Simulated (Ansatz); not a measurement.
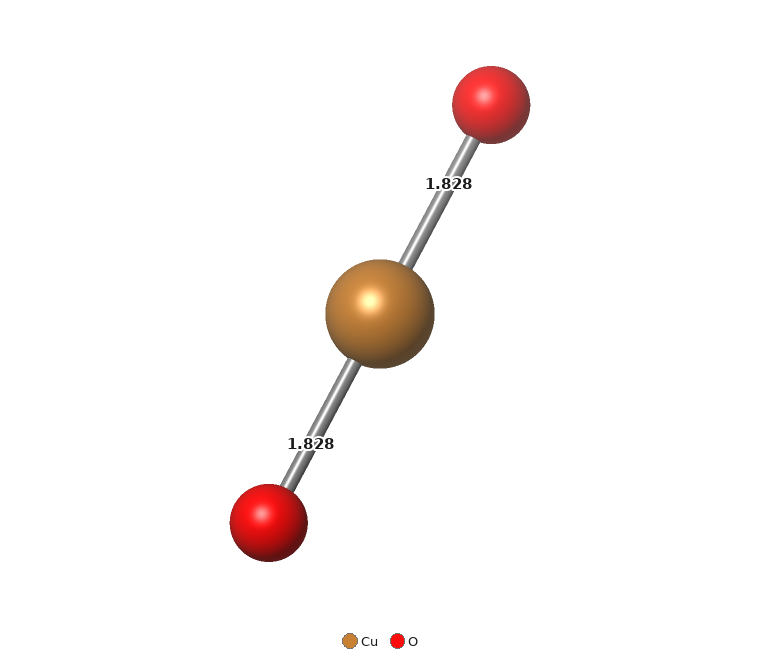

The surroundings of site Cu1 (at 0.250, 0.250, 0.250) in Cu$_{2}$O (Pn-3m, No. 224), with bond lengths in Å.

Origin of the cell: the end point of a relaxation with Ansatz 0.2.0, DFT, PBEsol, plane waves, PAW.

```
Cu O
1.0
     4.22269    0.00000    0.00000
     0.00000    4.22269    0.00000
     0.00000    0.00000    4.22269
Cu O
4 2
Cartesian
  1.0557 1.0557 1.0557
  1.0557 3.1670 3.1670
  3.1670 3.1670 1.0557
  3.1670 1.0557 3.1670
  0.0000 0.0000 0.0000
  2.1113 2.1113 2.1113
```

Bond valence s = exp((R0 − d)/b), R0 fitted to published crystal structures with b = 0.37 Å, summed over all anions within 5 Å; R0 in Å: Cu+–O 1.566; Cu2+–O 1.664.

> Which oxidation state of Cu do these bonds support?

With the Cu+ parameters the computed sum is 2 × 0.493 = 0.99. With the Cu2+ parameters the computed sum is 2 × 0.642 = 1.28. The sum matches its own assumption best for Cu+, which also balances the formula's charge.

> And over the whole structure?

```csv
site,"x, y, z",formal valence,bond-valence sum,difference
Cu1,"0.250, 0.250, 0.250",+1,1.02,0.02
O1,"0.000, 0.000, 0.000",−2,2.04,0.04
```

These sums include all anions within 5 Å. The global instability index (root mean square of the differences over all atoms) is 0.02 v.u.: little strain.
